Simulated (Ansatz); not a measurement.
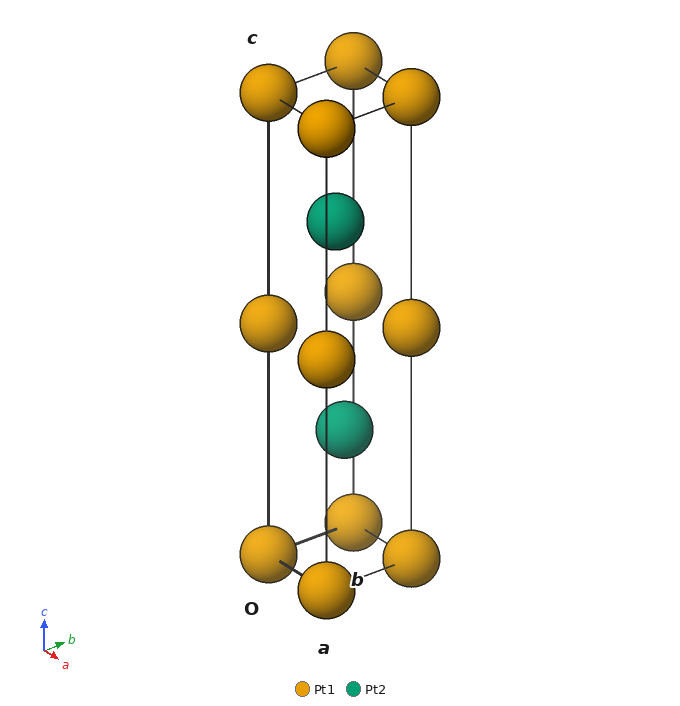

One unit cell; atoms that symmetry makes equivalent share a colour (atoms on faces, edges and corners are repeated). Crystal: Pt, coordinates from a relaxation with DFT, revPBE, plane waves (420 eV) with PAW, scalar-relativistic in Ansatz; the starting structure was generated, so it need not be a known form of this composition. Geometry calculated from the standardised cell; symmetry tolerance 0.002 Å.

a = 2.802 Å, b = 2.802 Å, c = 9.359 Å, α = 90.00°, β = 90.00°, γ = 120.00°; space group P6_3/mmc, No. 194.

One atom of each site: Pt1 (0, 0, 0); Pt2 (1/3, 2/3, 1/4).

Give the multiplicity, Wyckoff letter and site symmetry of each site.

Answer.
```tsv
site	Wyckoff	symmetry
Pt1	2a	-3m.
Pt2	2c	-6m2
```

How many free positional parameters does the structure have?

Answer. 0: Pt1 0, Pt2 0.
